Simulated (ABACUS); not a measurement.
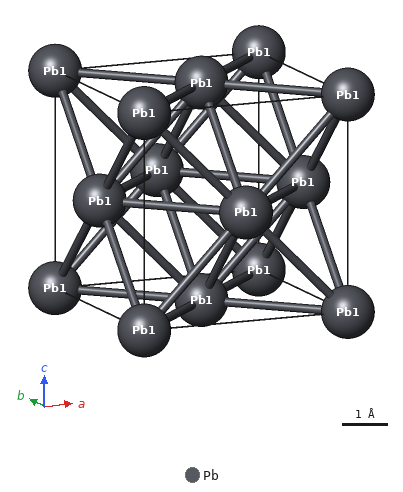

The input geometry (ball-and-stick view of the cell 4 times as large as that of the calculation, set on its symmetry axes, seen slightly off an axis; atoms are numbered from 1 in the order of the input).

**Pb: band-structure run (part 1 of 2)**

Pb (Fm-3m, 1 atom in the cell), computed with Kohn-Sham DFT of a periodic cell, PBEsol, SPMS ONCV 1.0 PBE, no spin polarisation (ABACUS 3.10.1).

The structure derives from an entry of the Crystallography Open Database.

### Input
```
INPUT_PARAMETERS
suffix              Pb
calculation         scf
basis_type          lcao
pseudo_dir          ./
orbital_dir         ./
symmetry            1
dft_functional      pbesol
ecutwfc             100
pseudo_rcut         10
nspin               1
nbands              17
ks_solver           genelpa
smearing_method     fd
smearing_sigma      0.00367493
scf_thr             1e-07
scf_nmax            100
mixing_type         broyden
mixing_beta         0.7
cal_force           1
cal_stress          1
out_mul             1
out_chg             1
```

### File STRU
```
ATOMIC_SPECIES
Pb 207.2000 82_Pb_14_3.0_3.1_pbe_n_v1.0.upf

NUMERICAL_ORBITAL
Pb_confined-atom_8au_2s2p2d.orb

LATTICE_CONSTANT
6.6144323282

LATTICE_VECTORS
0.0000000000 0.7071067812 0.7071067812
0.7071067812 0.0000000000 0.7071067812
0.7071067812 0.7071067812 0.0000000000

ATOMIC_POSITIONS
Cartesian

Pb
0.0
1
0.0000000000 0.0000000000 0.0000000000 1 1 1
```

### File KPT
```
K_POINTS
0
Gamma
8 8 8 0 0 0
```

Machine: 4 threads of Intel Xeon (Granite Rapids), 16 GiB of memory available, shared host.

Launched with:
```bash
OMP_NUM_THREADS=1 mpirun -np 4 abacus > log
```

### What the program printed
```
ABACUS v3.10.1

               Atomic-orbital Based Ab-initio Computation at UStc

 ------------------------------------------------------------------------------------

 READING GENERAL INFORMATION
                           global_out_dir = OUT.Pb/
                           global_in_card = INPUT
                               pseudo_dir = ./
                              orbital_dir = ./
                                    DSIZE = 4
                                    GSIZE = 1

 READING UNITCELL INFORMATION
                                    ntype = 1
                  lattice constant (Bohr) = 6.61443
              lattice constant (Angstrom) = 3.50021

 READING ATOM TYPE 1
                               atom label = Pb
                      L=0, number of zeta = 2
                      L=1, number of zeta = 2
                      L=2, number of zeta = 2
             number of atom for this type = 1

                        TOTAL ATOM NUMBER = 1
CARTESIAN COORDINATES ( UNIT =       6.614432328200 Bohr ).
    atom                   x                   y                   z     mag                  vx                  vy                  vz
tauc_Pb1            0.0000000000        0.0000000000        0.0000000000  0.0000        0.0000000000        0.0000000000        0.0000000000

                          Volume (Bohr^3) = 204.627
                             Volume (A^3) = 30.3225

 Lattice vectors: (Cartesian coordinate: in unit of a_0)
                   +0           +0.707107           +0.707107
            +0.707107                  +0           +0.707107
            +0.707107           +0.707107                  +0
 Reciprocal vectors: (Cartesian coordinate: in unit of 2 pi/a_0)
            -0.707107           +0.707107           +0.707107
            +0.707107           -0.707107           +0.707107
            +0.707107           +0.707107           -0.707107
 The esolver type has been set to : ksdft_lcao

                PAO radial cut off (Bohr) = 10

 Read in pseudopotential file is 82_Pb_14_3.0_3.1_pbe_n_v1.0.upf
                     pseudopotential type = NC
          exchange-correlation functional = PBE
                 nonlocal core correction = 1
                        valence electrons = 14
                                     lmax = 2
                           number of zeta = 3
                     number of projectors = 6
                           L of projector = 0
                           L of projector = 0
                           L of projector = 1
                           L of projector = 1
                           L of projector = 2
                           L of projector = 2
 XC functional updated to : pbesol
          exchange-correlation functional = PBESOL
     initial pseudo atomic orbital number = 9

 SETUP THE ELECTRONS NUMBER
            electron number of element Pb = 14
      total electron number of element Pb = 14
            AUTOSET number of electrons:  = 14
                           occupied bands = 7
                                   NLOCAL = 18
                                   NBANDS = 17
                                   NBANDS = 17
                                   NLOCAL = 18

%%%%%%%%%%%%%%%%%%%%%%%%%%%%%%%%%%%%%%%%%%%%%%%%%%%%%%%%%%%%%%%%%%%%%%%%%%%%%%%%%%%%%%%%%%%%%%%%%%%%%%%%%%
 Warning: the number of valence electrons in pseudopotential > 4 for Pb: [Xe] 4f14 5d10 6s2 6p2
 Pseudopotentials with additional electrons can yield (more) accurate outcomes, but may be less efficient.
 If you're confident that your chosen pseudopotential is appropriate, you can safely ignore this warning.
%%%%%%%%%%%%%%%%%%%%%%%%%%%%%%%%%%%%%%%%%%%%%%%%%%%%%%%%%%%%%%%%%%%%%%%%%%%%%%%%%%%%%%%%%%%%%%%%%%%%%%%%%%

 SETUP THE PLANE WAVE BASIS
 energy cutoff for charge/potential (unit:Ry) = 400
            fft grid for charge/potential = [ 45, 45, 45 ]
                        fft grid division = [ 3, 3, 3 ]
        big fft grid for charge/potential = [ 15, 15, 15 ]
                                     nbxx = 900
                                     nrxx = 24300

 SETUP PLANE WAVES FOR CHARGE/POTENTIAL
                    number of plane waves = 27581
                         number of sticks = 1201

 PARALLEL PW FOR CHARGE/POTENTIAL
     PROC   COLUMNS(POT)             PW
        1            300           6895
        2            300           6895
        3            300           6895
        4            301           6896
 --------------- sum -------------------
        4           1201          27581
                            number of |g| = 295
                                  max |g| = 442
                                  min |g| = 1.5

----------- Double Check Mixing Parameters Begin ------------
mixing_type: broyden
mixing_beta: 0.7
mixing_gg0: 1
mixing_gg0_min: 0.1
mixing_ndim: 8
----------- Double Check Mixing Parameters End ------------

 LATTICE VECTORS: (CARTESIAN COORDINATE: IN UNIT OF A0)
                   +0           +0.707107           +0.707107
            +0.707107                  +0           +0.707107
            +0.707107           +0.707107                  +0
                       right hand lattice = 1
                                   NORM_A = 1
                                   NORM_B = 1
                                   NORM_C = 1
                           ALPHA (DEGREE) = 60
                           BETA  (DEGREE) = 60
                           GAMMA (DEGREE) = 60

 The lattice vectors have been changed (STRU_SIMPLE.cif)

(for optimal symmetric configuration:)
                             BRAVAIS TYPE = 3
                     BRAVAIS LATTICE NAME = 03. Cubic F (face-centered)
                                    ibrav = 3
                                    IBRAV = 3
                                  BRAVAIS = FACE CENTERED CUBIC
                       LATTICE CONSTANT A = 1.41421
Original cell was already a primitive cell.
                        ROTATION MATRICES = 48
              PURE POINT GROUP OPERATIONS = 48
                   SPACE GROUP OPERATIONS = 48
                              POINT GROUP = O_h
               POINT GROUP IN SPACE GROUP = O_h

 SETUP K-POINTS
                                    nspin = 1
                   Input type of k points = Monkhorst-Pack(Gamma)
                                   nkstot = 512
                       right hand lattice = 1
(for reciprocal lattice: )
                             BRAVAIS TYPE = 2
                     BRAVAIS LATTICE NAME = 02. Cubic I (body-centered)
                                    ibrav = 2
                       right hand lattice = 1
(for k-lattice: )
                             BRAVAIS TYPE = 2
                     BRAVAIS LATTICE NAME = 02. Cubic I (body-centered)
                                    ibrav = 2
                       right hand lattice = 1
                        ROTATION MATRICES = 48
                               nkstot_ibz = 29
K-POINTS REDUCTION ACCORDING TO SYMMETRY
     IBZ    DIRECT_X    DIRECT_Y    DIRECT_Z  WEIGHT  ibz2bz
       1  0.00000000  0.00000000  0.00000000  0.0020       0
       2  0.12500000  0.12500000  0.12500000  0.0156       1
       3  0.25000000  0.25000000  0.25000000  0.0156       2
       4  0.37500000  0.37500000  0.37500000  0.0156       3
       5  0.50000000  0.50000000  0.50000000  0.0078       4
       6  0.12500000  0.12500000  0.00000000  0.0117       9
       7  0.25000000  0.25000000  0.12500000  0.0469      10
       8  0.37500000  0.37500000  0.25000000  0.0469      11
       9  0.50000000  0.50000000  0.37500000  0.0469      12
      10  0.50000000  0.37500000  0.37500000  0.0469      13
      11  0.37500000  0.25000000  0.25000000  0.0469      14
      12  0.12500000  0.12500000  0.25000000  0.0234      15
      13  0.25000000  0.25000000  0.00000000  0.0117      18
      14  0.37500000  0.37500000  0.12500000  0.0469      19
      15  0.50000000  0.50000000  0.25000000  0.0469      20
      16 -0.37500000  0.37500000  0.37500000  0.0469      21
      17  0.50000000  0.25000000  0.25000000  0.0234      22
      18  0.37500000  0.37500000  0.00000000  0.0117      27
      19  0.50000000  0.50000000  0.12500000  0.0469      28
      20 -0.25000000  0.37500000  0.37500000  0.0234      29
      21  0.50000000  0.50000000  0.00000000  0.0059      36
      22  0.37500000  0.25000000  0.12500000  0.0469      83
      23  0.50000000  0.37500000  0.25000000  0.0938      84
      24  0.50000000  0.37500000 -0.37500000  0.0469      85
      25  0.50000000  0.37500000  0.12500000  0.0469      92
      26  0.50000000  0.37500000 -0.25000000  0.0938      93
      27 -0.37500000  0.37500000  0.25000000  0.0469      94
      28 -0.12500000  0.50000000  0.37500000  0.0234     101
      29  0.50000000  0.25000000 -0.25000000  0.0117     166

                               nkstot now = 29
[... K-POINTS DIRECT COORDINATES: 29 rows ...]

           k-point number in this process = 29
       minimum distributed K point number = 29
[... stars of the k points ...]

[... K-POINTS CARTESIAN COORDINATES: 29 rows ...]

[... K-POINTS DIRECT COORDINATES: 29 rows ...]

 SETUP PLANE WAVES FOR WAVE FUNCTIONS
     energy cutoff for wavefunc (unit:Ry) = 100
              fft grid for wave functions = [ 45, 45, 45 ]
                    number of plane waves = 4573
                         number of sticks = 361

 PARALLEL PW FOR WAVE FUNCTIONS
     PROC   COLUMNS(POT)             PW
        1             91           1145
        2             90           1142
        3             90           1142
        4             90           1144
 --------------- sum -------------------
        4            361           4573

 SET NONLOCAL PSEUDOPOTENTIAL PROJECTORS
 max number of nonlocal projetors among all species is 6

 -------------------------------------------
 SELF-CONSISTENT
 -------------------------------------------

 SETUP SEARCHING RADIUS FOR PROGRAM TO SEARCH ADJACENT ATOMS
                  longest orb rcut (Bohr) = 8
   longest nonlocal projector rcut (Bohr) = 3.14
                     search radius (Bohr) = 22.3
              searching radius is (Bohr)) = 22.3
         searching radius unit is (Bohr)) = 6.61
                         PeriodicBoundary = 1
                        Radius(unit:lat0) = 3.37
                                   glayer = [ 6, 6, 6 ]
                             glayer_minus = [ 5, 5, 5 ]

Find the coordinate range of the input atom(unit:lat0).
                                  min_tau = [ -7.07, -7.07, -7.07 ]
                                  max_tau = [ 7.07, 7.07, 7.07 ]
                                BoxNumber = [ 11, 11, 11 ]

 SETUP EXTENDED REAL SPACE GRID FOR GRID INTEGRATION
                          real space grid = [ 45, 45, 45 ]
                 big cell numbers in grid = [ 15, 15, 15 ]
             meshcell numbers in big cell = [ 3, 3, 3 ]
                        extended fft grid = [ 23, 23, 23 ]
                dimension of extened grid = [ 62, 62, 62 ]
                            UnitCellTotal = 125
              Atom number in sub-FFT-grid = 1
    Local orbitals number in sub-FFT-grid = 18
                                ParaV.nnr = 6885
                                 init_chg = atomic

 LCAO ALGORITHM --------------- ION=   1  ELEC=   1--------------------------------

 Density error is 0.0146934179716
```
